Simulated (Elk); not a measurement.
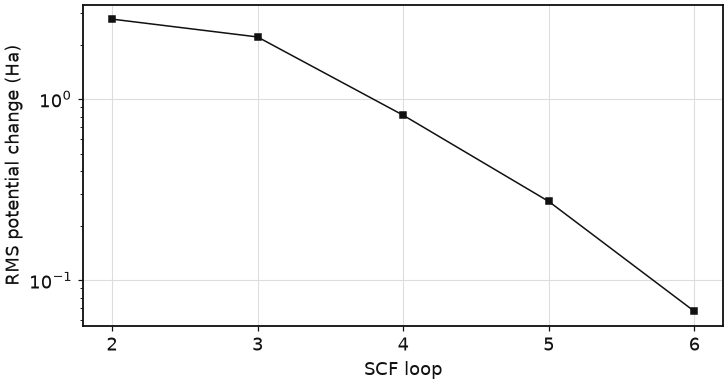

Convergence history. SCF loops of a calculation: RMS potential change. CoO (C2/m, 2 atoms in the cell; equal xy, yz and zx shear strains of +3 %); Elk 11.2.3, patched build, DFT, PBE, all-electron APW+lo, Dirac cores, scalar-relativistic bands; R·Gmax 8, smearing of 0.082 eV, 13×13×13 k-mesh, collinear spins. The target for the potential change is 10⁻⁶ Ha, and the program also tests an averaged energy change.

It was still iterating, at step 6, when the time limit ended it. The potential change is still falling at the last step (down to 0.07). The potential change starts near 2.8 and ends near 0.07 Ha.
